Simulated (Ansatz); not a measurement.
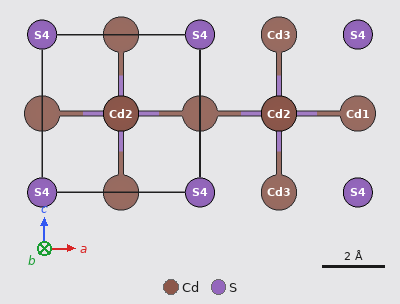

Crystalline Cd3S2 (a generated structure, set up in Pm-3m) (coarse preliminary run), before the relaxation. A ball-and-stick model of the cell of the calculation, repeated 2 × 1 × 1 with one cell outlined, seen along the b axis.

The calculation used Ansatz, DFT PBE, scalar-relativistic, plane waves, PAW.

The input:
```yaml
crystal:
  lattice:
    - [5.17260261, 0.0, 0.0]
    - [0.0, 5.17260261, 0.0]
    - [0.0, 0.0, 5.17260261]
  atoms:
    - { symbol: Cd, position: [0.0, 0.5, 0.5] }
    - { symbol: Cd, position: [0.5, 0.0, 0.5] }
    - { symbol: Cd, position: [0.5, 0.5, 0.0] }
    - { symbol: S, position: [0.0, 0.0, 0.0] }
    - { symbol: S, position: [0.5, 0.5, 0.5] }
basis:
  ecutwfc: 420
kpoints:
  mp_grid: { grid: [4, 4, 4] }
hamiltonian:
  xc: pbe
scf:
  occupations: { method: gaussian, width: 0.1 }
  lower_state_search: "off"
output:
  forces: true
  stress: true
  eigenvalues: true
relax:
  adjacent_minimum: "off"
  f_tol: 0.04
  max_steps: 70
  cell: { stress_tol: 0.4 }
```

Launched with:
```bash
ansatz run input.yaml --threads 1 --pin off --max-ram 2560MiB --backend cpu --events-out ev --progress --plain --runs-dir out
```

> Predict the outcome.

No atom moves by more than 0.005 Å relative to the cell. The drawn cell changes as follows: a = b = c 5.173 → 5.143 Å (−0.6 %); the volume changes by −1.7 %. Near-neighbour distances that change, for instance: Cd1–S5 2.586 → 2.572 Å. The space group stays Pm-3m (No. 221). After 1 accepted move (2 points after the start) the energy has fallen by 1.4 meV per atom. All forces vanish by symmetry, so only the cell relaxes. The pressure goes from −0.76 to −0.18 GPa. The SCF was repeated once at an unchanged geometry on a basis and grid sized afresh for the cell, which shifted the energy by 0.1 meV per atom at most.

The structure at the end:

```
CELL_PARAMETERS angstrom
5.14321 0.00000 0.00000
0.00000 5.14321 0.00000
0.00000 0.00000 5.14321
ATOMIC_POSITIONS crystal
Cd 0.00000 0.50000 0.50000
Cd 0.50000 0.00000 0.50000
Cd 0.50000 0.50000 0.00000
S 0.00000 0.00000 0.00000
S 0.50000 0.50000 0.50000
```
